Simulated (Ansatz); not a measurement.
## Electronic structure of Cu6O5 (slab) in real space

Input file:

```
crystal:
  lattice:
    - [2.8941129938, 0.0, 0.0]
    - [-2.8817629841, 5.8573340874, 0.0]
    - [0.0, 0.0, 27.5797619431]
  atoms:
    - { symbol: Cu, position: [0.8764099906, 0.8779058257, 0.2719385329] }
    - { symbol: Cu, position: [0.8764099906, 0.3779058257, 0.2719385329] }
    - { symbol: O, position: [0.5645849708, 0.0668684743, 0.2947410425] }
    - { symbol: O, position: [0.9410549916, 0.4447548283, 0.3403606102] }
    - { symbol: Cu, position: [0.6292299718, 0.633717477, 0.3631631197] }
    - { symbol: Cu, position: [0.6292299718, 0.133717477, 0.3631631197] }
    - { symbol: O, position: [0.317404952, 0.8226801257, 0.3859656293] }
    - { symbol: O, position: [0.6938749728, 0.2005664797, 0.431585197] }
    - { symbol: Cu, position: [0.382049953, 0.3895291283, 0.4543877066] }
    - { symbol: Cu, position: [0.382049953, 0.8895291283, 0.4543877066] }
    - { symbol: O, position: [0.0702249332, 0.578491777, 0.4771902161] }
    - { symbol: O, position: [0.446694954, 0.956378131, 0.5228097839] }
    - { symbol: Cu, position: [0.1348699342, 0.1453407797, 0.5456122934] }
    - { symbol: Cu, position: [0.1348699342, 0.6453407797, 0.5456122934] }
    - { symbol: O, position: [0.8230449144, 0.3343034283, 0.568414803] }
    - { symbol: O, position: [0.1995149352, 0.7121897823, 0.6140343707] }
    - { symbol: Cu, position: [0.8876899154, 0.901152431, 0.6368368803] }
    - { symbol: Cu, position: [0.8876899154, 0.401152431, 0.6368368803] }
    - { symbol: O, position: [0.5758648956, 0.0901150797, 0.6596393898] }
    - { symbol: O, position: [0.9523349164, 0.4680014337, 0.7052589575] }
    - { symbol: Cu, position: [0.6405098966, 0.6569640823, 0.7280614671] }
    - { symbol: Cu, position: [0.6405098966, 0.1569640823, 0.7280614671] }
basis:
  ecutwfc: 420
kpoints:
  mp_grid: { grid: [13, 6, 1] }
hamiltonian:
  xc: pbesol
scf:
  occupations: { method: gaussian, width: 0.1 }
output:
  forces: true
  stress: true
  eigenvalues: true
  write_density: true
  write_potential: true
  elf: true
  volumetric_format: npy
efield:
  axis: 3
  dipole_correction: true
  ramp_width: 0.04
```

Command:

```sh
ansatz run input.yaml --threads 4 --pin off --max-ram 10240MiB --backend cpu --events-out ev --progress --plain --runs-dir out
```

Not relaxed (largest force 1.2 eV/Å); computed without spin polarisation.

The calculation used DFT PBEsol, scalar-relativistic, plane waves, PAW (Ansatz).

Core electrons are frozen (PAW), and the valence fields are smoothed inside the atomic spheres.

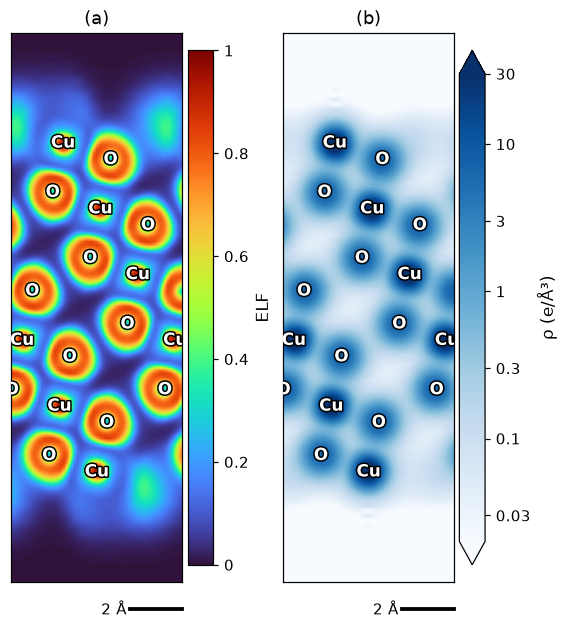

Figure 1. (a) electron localisation function; (b) valence charge density (pseudo) on the (11̄0) plane of the calculation cell, a cut from vacuum to vacuum.

Question: Interpret the plot.

Answer: The plane passes through Cu and O nuclei. Cu–O (1.93 Å): the density is about 0.69 e/Å³ at the midpoint; the ELF peaks at about 0.85 in the valence shell of O, 0.6 Å from its nucleus, and is about 0.20 at the midpoint: no localised pair shows between them. The density dies away to nearly zero in the vacuum. The features right at Cu lie inside the PAW spheres, where the map follows smoothed inner orbitals and isn't to be read closely.

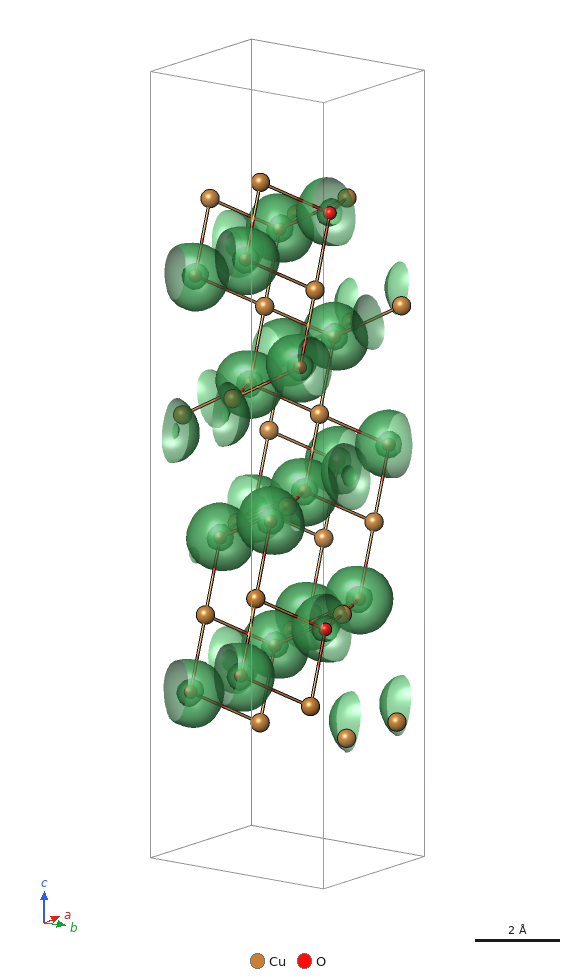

Figure 2. Isosurface of the ELF at 0.65 (green), seen at an oblique angle. Only the valence region is drawn (cores and ρ < 0.01 e/Å³ removed). Sticks mark near contacts.

Question: Where are the electrons localised?

Answer: The surface consists of ten regions wrapped around O (the valence shell of each), counted in one cell of 22 atoms. Counts are for one cell; the picture repeats the cell along the surface.

Question: Metal or insulator at this level of theory?

Answer: It is metallic or semimetallic at this level of theory: no gap opens.
